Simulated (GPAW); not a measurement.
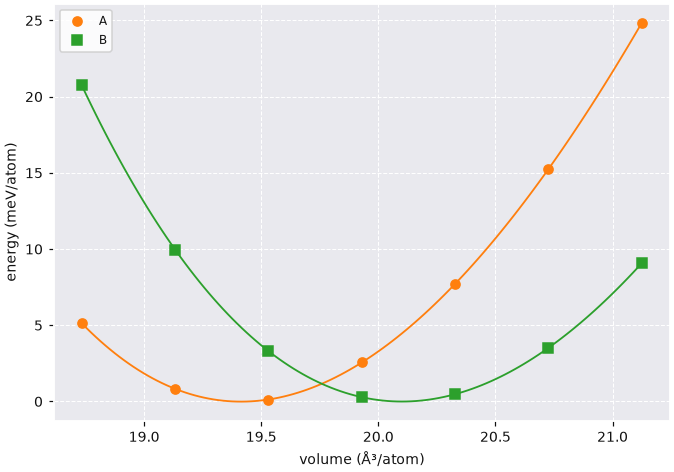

The figure compares two calculations of the energy against volume, each curve from its own zero. The first is for Ga, space group Cmcm (No. 63).

The cell holds 4 atoms.

Method: PAW DFT in plane waves, on a grid or in atomic orbitals, no spin polarisation; energies at scaled volumes of the given cell, shape and fractions fixed, counted from the fit's minimum, third-order Birch-Murnaghan fit (GPAW 26.7.0). Level: r2SCAN.

- k mesh: 6×6×5
- occupations: Fermi–Dirac
- smearing width: 0.05 eV
- potentials: GPAW PAW data sets (gpaw data 1.2.1)
- wave cutoff: 600 eV
- program settings: basis pw

In the second, the level changes from r2SCAN to LDA.

**Which of A and B is the second calculation, and what did the change do?**

A. The equilibrium volume falls from 20.10 to 19.41 Å³/atom (−3.4 %) and the bulk modulus rises from 61.8 to 63.8 GPa (+3.2 %).

For r2SCAN, limits of the calculation: shape and atomic fractions are frozen while scaling, which makes layered, chain and framework solids too stiff.

For LDA, limits of the calculation: shape and atomic fractions are frozen while scaling, which makes layered, chain and framework solids too stiff.

V0 and the bulk modulus come from third-order Birch–Murnaghan fits.
